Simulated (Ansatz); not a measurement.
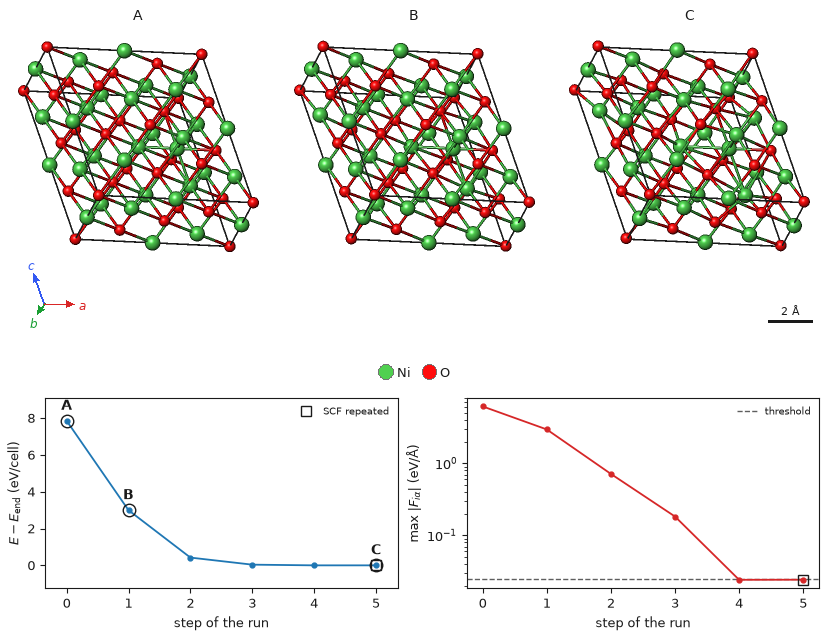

Frames of a relaxation of a defect cell of composition Ni17O16, marked on the history of the run. The picture is a ball-and-stick view of the cell of the calculation (origin shifted), seen from a free direction.

Case: Ni interstitial, charge +0, atoms relaxed at the host's cell.

The calculation used Ansatz 0.2.0, DFT PBE, scalar-relativistic, plane waves, PAW.

Input file:
```yaml
crystal:
  lattice:
    - [-4.2163272396, 4.2163272396, -4.2163272396]
    - [4.2163272396, 4.2163272396, 4.2163272396]
    - [4.2163272396, -4.2163272396, -4.2163272396]
  atoms:
    - { symbol: Ni, position: [0.25, 0.25, 0.5], spin: 1.6 }
    - { symbol: Ni, position: [0.0, 0.5, 0.5], spin: 1.6 }
    - { symbol: Ni, position: [0.5, 0.25, 0.25], spin: 1.6 }
    - { symbol: Ni, position: [0.75, 0.75, 0.5], spin: 1.6 }
    - { symbol: Ni, position: [0.25, 0.5, 0.25], spin: 1.6 }
    - { symbol: Ni, position: [0.5, 0.0, 0.5], spin: 1.6 }
    - { symbol: Ni, position: [0.0, 0.75, 0.25], spin: 1.6 }
    - { symbol: Ni, position: [0.75, 0.25, 0.0], spin: 1.6 }
    - { symbol: Ni, position: [0.5, 0.5, 0.0], spin: 1.6 }
    - { symbol: Ni, position: [0.75, 0.0, 0.25], spin: 1.6 }
    - { symbol: Ni, position: [1.0, 0.25, 0.75], spin: 1.6 }
    - { symbol: Ni, position: [0.25, 0.75, 0.0], spin: 1.6 }
    - { symbol: Ni, position: [0.0, 0.0, 0.0], spin: 1.6 }
    - { symbol: Ni, position: [0.75, 0.5, 0.75], spin: 1.6 }
    - { symbol: Ni, position: [0.5, 0.75, 0.75], spin: 1.6 }
    - { symbol: Ni, position: [0.25, 0.0, 0.75], spin: 1.6 }
    - { symbol: O, position: [0.25, 0.5, 0.75], spin: 0.32 }
    - { symbol: O, position: [0.0, 0.75, 0.75], spin: 0.32 }
    - { symbol: O, position: [0.5, 0.5, 0.5], spin: 0.32 }
    - { symbol: O, position: [0.75, 0.0, 0.75], spin: 0.32 }
    - { symbol: O, position: [0.25, 0.75, 0.5], spin: 0.32 }
    - { symbol: O, position: [0.5, 0.25, 0.75], spin: 0.32 }
    - { symbol: O, position: [0.0, 0.0, 0.5], spin: 0.32 }
    - { symbol: O, position: [0.75, 0.5, 0.25], spin: 0.32 }
    - { symbol: O, position: [0.5, 0.75, 0.25], spin: 0.32 }
    - { symbol: O, position: [0.75, 0.25, 0.5], spin: 0.32 }
    - { symbol: O, position: [0.0, 0.5, 0.0], spin: 0.32 }
    - { symbol: O, position: [0.25, 0.0, 0.25], spin: 0.32 }
    - { symbol: O, position: [0.0, 0.25, 0.25], spin: 0.32 }
    - { symbol: O, position: [0.75, 0.75, 0.0], spin: 0.32 }
    - { symbol: O, position: [0.5, 0.0, 0.0], spin: 0.32 }
    - { symbol: O, position: [0.25, 0.25, 0.0], spin: 0.32 }
    - { symbol: Ni, position: [0.0, 0.25, 0.0], spin: 2.0 }
basis:
  ecutwfc: 420
  xc_grid: 2
kpoints:
  mp_grid: { grid: [5, 5, 5], shift: [0.0, 0.0, 0.0] }
hamiltonian:
  xc: pbe
scf:
  occupations: { method: gaussian, width: 0.1 }
output:
  forces: true
  stress: false
  eigenvalues: true
  populations: true
magnetization:
  spin_polarized: true
relax:
  adjacent_minimum: "off"
  f_tol: 0.025
  max_steps: 45
```

Launched with:
```bash
ansatz run input.yaml --threads 4 --pin off --max-ram 10240MiB --backend cpu --events-out ev --progress --plain --runs-dir out
```

Describe the path.

Answer. After 4 accepted moves (5 points after the start) the energy has fallen by 7.848 eV per cell of the calculation. Largest force component: 6.2 eV/Å at the start, 0.024 eV/Å at the end. 1 step only repeated the SCF at the same geometry. The largest moves, 0.47 Å, are those of Ni5, Ni8, Ni11 and Ni13. Ni8 goes along −a. By element the largest moves are Ni 0.47 Å, O 0.15 Å. The cell stays as it was. Some distances before and after: Ni11–Ni33 1.826 → 2.297 Å, Ni11–O20 2.108 → 2.479 Å, O20–Ni33 1.826 → 1.971 Å, Ni11–O17 2.108 → 1.963 Å. Among the angles between lasting bonds that change: O17–Ni11–O23 90.0° → 105.2°, O17–Ni11–Ni33 125.3° → 113.4°, Ni8–O31–Ni12 180.0° → 169.1°. Cost: 9.8 min on 4 threads of AMD EPYC 7B13 (Zen 3), on a shared host, peak memory 2.6 GiB. From step 0 to 1: Ni atoms move most (0.15 Å), energy −4.854 eV per cell of the calculation. From step 1 to 5: Ni atoms move most (0.32 Å), energy −2.994 eV per cell of the calculation.

| step | E − E(0), meV/atom | largest force component, eV/Å | note |
| --- | --- | --- | --- |
| 0 | 0.00 | 6.1708 |  |
| 1 | -147.08 | 2.9583 |  |
| 2 | -225.02 | 0.7146 |  |
| 3 | -236.67 | 0.1832 |  |
| 4 | -237.81 | 0.0243 |  |
| 5 | -237.81 | 0.0243 | same geometry, SCF repeated |

Limits of the set-up: the periodic images lie only 7.3 Å apart, so the values are limited by the cell's size.
